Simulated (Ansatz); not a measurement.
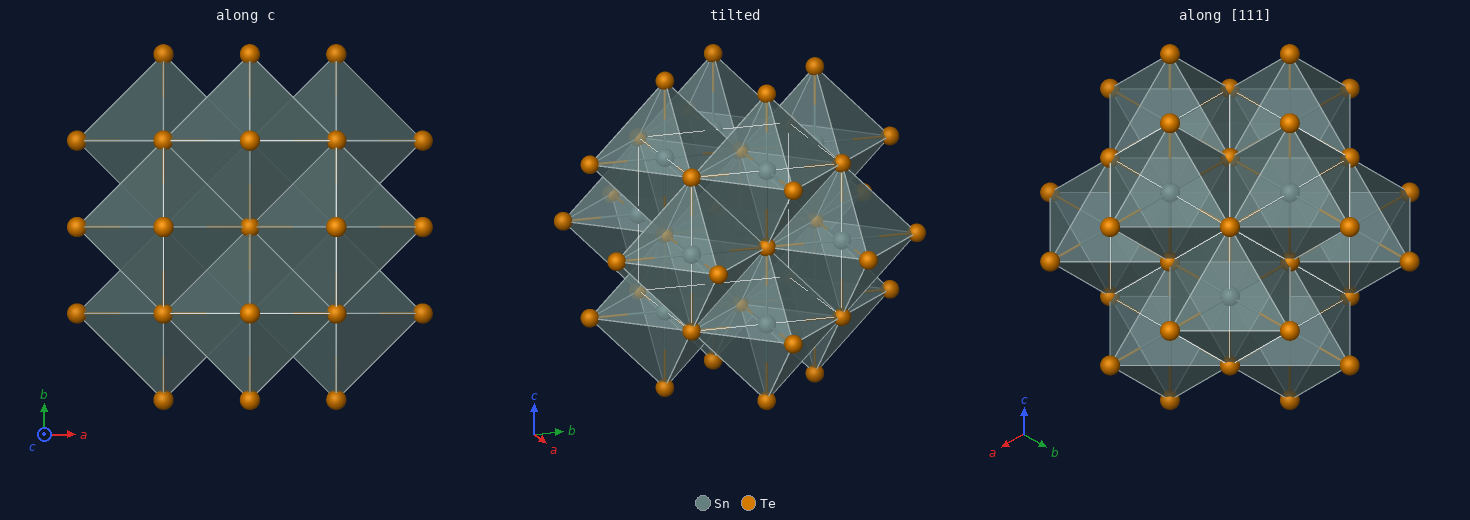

Drawn in the polyhedral manner and seen along the c axis, slightly off an axis and along [111]. One conventional unit cell is outlined, and atoms on its boundary appear in each equivalent place. Some atoms of the next cells are drawn as well.

Cell dimensions are a = 6.37 Å, b = 6.37 Å, c = 6.37 Å, α = 90.00°, β = 90.00°, γ = 90.00°.

Bonds are drawn for Sn–Te up to 3.60 Å (cut-off distances).

The composition is SnTe.

State the lattice type.

Answer. Face-centred cubic.

What is the name of this structure type?

Answer. Rock salt (NaCl type).

What surrounds each Sn atom?

Answer. Each Sn has six Te in an octahedral arrangement at about 3.2 Å.

Describe the connectivity.

Answer. The bonds build a three-dimensional framework.

The structure comes from a structure type known for this compound. Earlier steps of the study may have refined or changed the cell and positions. A calculation with Ansatz used it as input.
